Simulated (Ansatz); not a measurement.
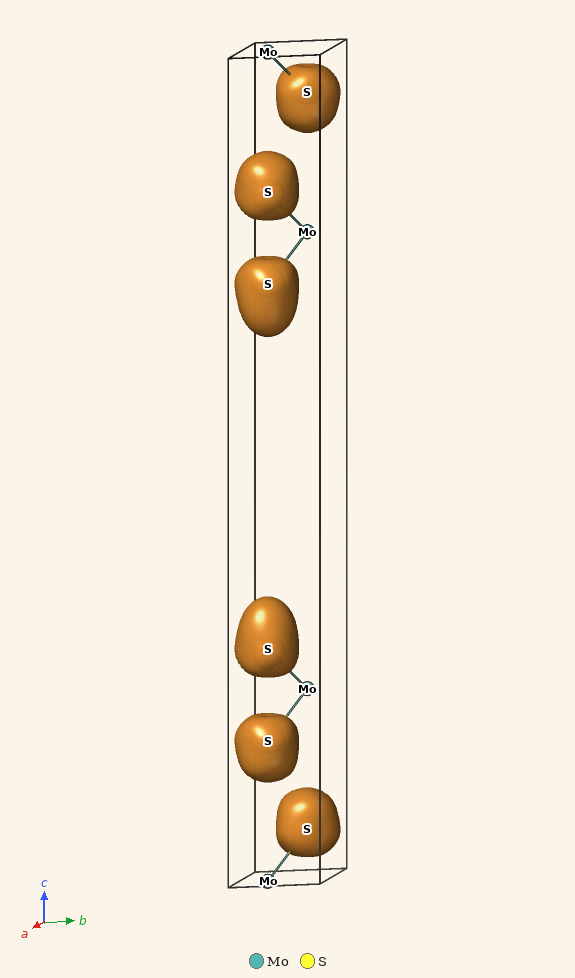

*MoS₂. Isosurface of the electron localisation function at 0.7 (orange), seen slightly off an axis. Core shells and regions of very low density are left out. Sticks mark near contacts.*

Space group P-6m2; a structure from a database of computed crystals, not necessarily the ambient phase; computed without spin polarisation.

Theory: DFT PBEsol, scalar-relativistic, plane waves, PAW in Ansatz 0.2.0.

In a PAW calculation such maps are meaningful between the atoms, not at the nuclei.

Where are the electrons localised?

At this value the surface marks out six regions wrapped around S (the valence shell of each), counted in one cell of 9 atoms. Regions shared between cells count once. Profiles from the grid: Mo–S (2.39 Å): the ELF peaks at about 0.85 in the valence shell of S, 0.8 Å from its nucleus, and is about 0.45 at the midpoint.

Does the calculation give a band gap?

It is gapped, with a Kohn–Sham gap of 1.2 eV on the k-point mesh (the band edges may lie off the mesh, which would make the gap smaller).
